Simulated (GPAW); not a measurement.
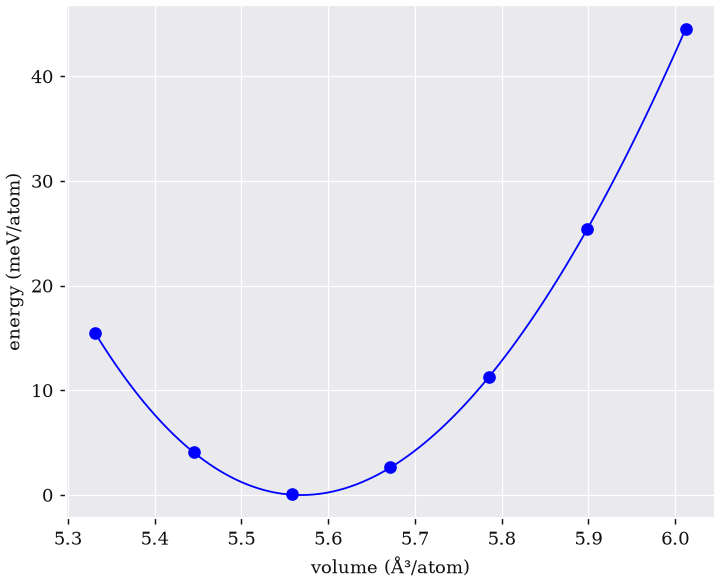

The figure shows the energy against volume.

How it was computed, with GPAW 26.7.0: PAW DFT in plane waves, on a grid or in atomic orbitals, no spin polarisation; energies at scaled volumes of the given cell, shape and fractions fixed, counted from the fit's minimum, third-order Birch-Murnaghan fit. Level: PBEsol with D3(BJ).

For which of these solids was it computed?
A. Au, Fm-3m (No. 225)
B. Cu₂O, Pn-3m (No. 224)
C. C, Fd-3m (No. 227)

Answer. C, C: energy from 0.05 meV/atom to 44.49 meV/atom, V0 5.569 Å³/atom, B0 457 GPa. The others give: Cu₂O, energy from 0.31 meV/atom to 36.62 meV/atom, V0 12.54 Å³/atom, B0 137 GPa; Au, energy from 0.59 meV/atom to 41.03 meV/atom, V0 16.73 Å³/atom, B0 197 GPa.

For Au, limits of the calculation: spin-orbit coupling left out, heavy elements.
